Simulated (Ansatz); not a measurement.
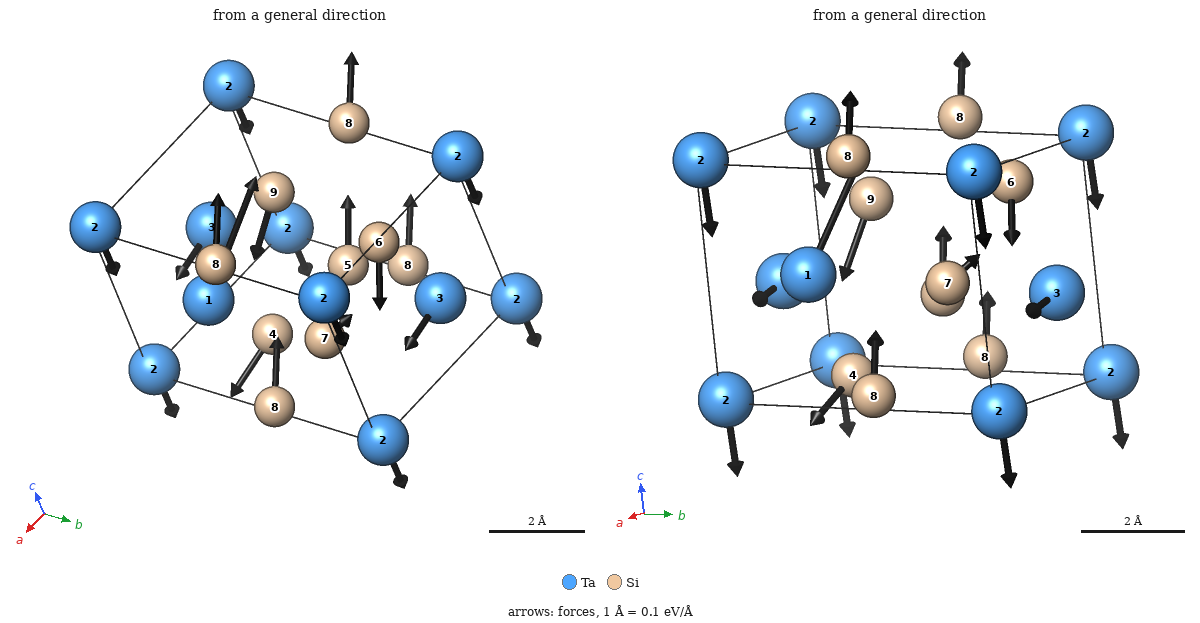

View from two general directions, drawn as a spheres-only model. Lines trace the edges of the simulation cell. The arrows are the computed forces on the atoms.

System: TaSi₂. Results below were computed with DFT PBE, scalar-relativistic, plane waves, PAW (Ansatz 0.2.0); the settings were a 420 eV plane-wave basis, k-grid 7×6×7, Gaussian smearing of 0.1 eV, no spin polarisation.

Question: Do the forces show a relaxed structure?

Answer: No. The atoms still feel forces of up to about 0.24 eV/Å, far above a usual threshold of 0.01 to 0.03 eV/Å.

Question: Which atom is pushed hardest?

Answer: Ta1, about 0.24 eV/Å.

Its origin is a structure type filled with these elements by a generator (whether the compound takes this form wasn't checked). Earlier steps of the study may have refined or changed the cell and positions. It was the input of a calculation with Ansatz.
